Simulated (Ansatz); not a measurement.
Given this structure:

```xyz
5
Lattice="3.6577 0.0000 0.0000 0.0000 3.6577 0.0000 0.0000 0.0000 3.6577" Properties=species:S:1:pos:R:3 pbc="T T T"
Sr    0.0000    0.0000    0.0000
Ti    1.8288    1.8288    1.8288
O     1.8288    0.0000    1.8288
O     1.8288    1.8288    0.0000
O     0.0000    1.8288    1.8288
```

Question: What would you see if this were drawn?

Answer: The formula is SrTiO3. The structure has Pm-3m (No. 221) symmetry and a primitive cubic lattice. This arrangement goes by the name cubic perovskite. The cell has 5 atoms, namely 1 Sr, 1 Ti, 3 O. Sr is linked to twelve O in a cuboctahedral arrangement at 2.59 Å. Each Ti has six O in an octahedral arrangement at 1.83 Å. O is linked to four Sr and two Ti in a distorted octahedral arrangement (2.59 Å to Sr, 1.83 Å to Ti). The bonds build a three-dimensional framework.

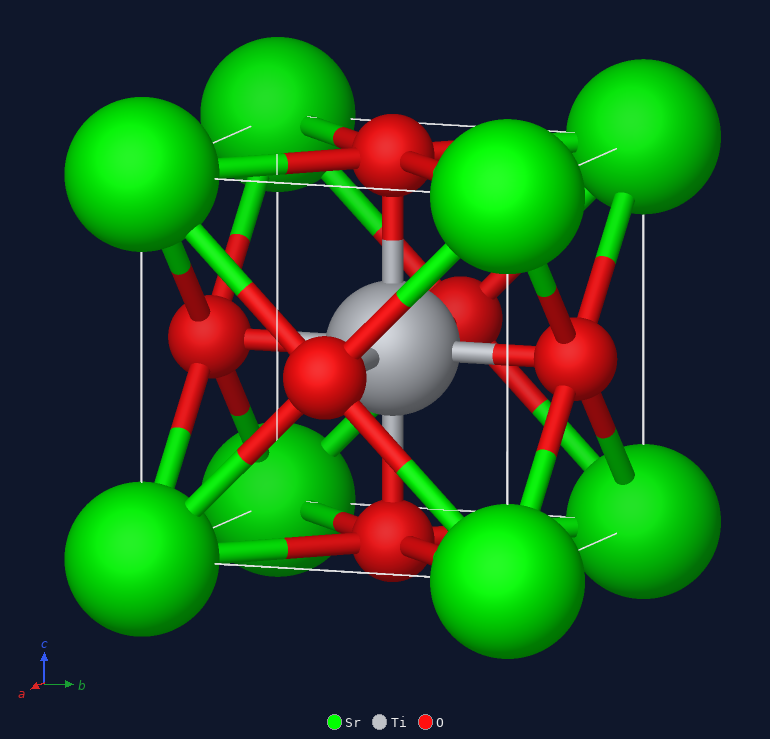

Shown here is a ball-and-stick view of the crystal, taken slightly off an axis. The conventional unit cell is outlined; an atom on or near a face, edge or corner is repeated at each equivalent position. Colours: strontium green, titanium light grey, oxygen red.

The model was built from a structure listed in the Materials Project. Earlier steps of the study may have refined or changed the cell and positions. A calculation with Ansatz used it as input.

At this level of theory the cell isn't at rest (compressed, at 60 GPa), so its distances can differ from those at equilibrium, the more so the softer the solid.
